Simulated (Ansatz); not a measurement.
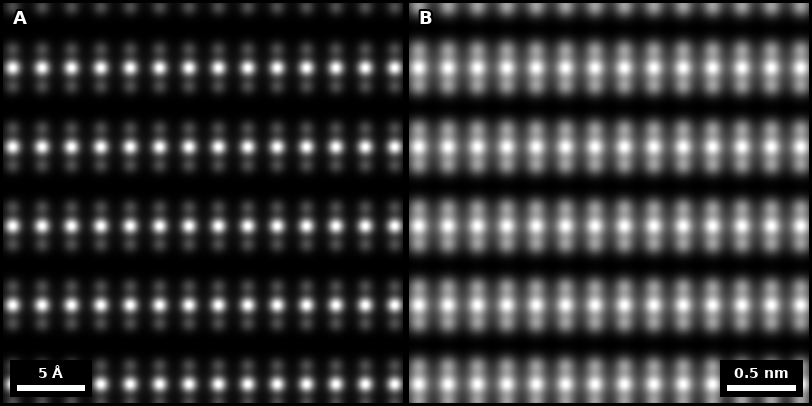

Two simulated images of the same area of SrCl$_{2}$ (P-3m1, No. 164) along [210], with a probe of 0.93 Å. One is incoherent Z contrast (Z^1.6 per atom), the other the projected potential of neutral atoms blurred by the probe (iDPC-like, thin sample). Brightness is counted from the darkest point of the image. Atomic positions: the geometry relaxed at fixed volume with DFT PBEsol, scalar-relativistic, plane waves, PAW (Ansatz 0.2.0); the starting structure was generated, so it need not be a known form of this composition.

Question: Which panel is which, and how can one tell?

Answer: A is the Z-contrast image and B the potential image. The columns of 1 Cl per repeat reach about 29 % of the brightest peak (1 Sr) in A but about 61 % in B, mainly since the potential grows much more slowly with atomic number.
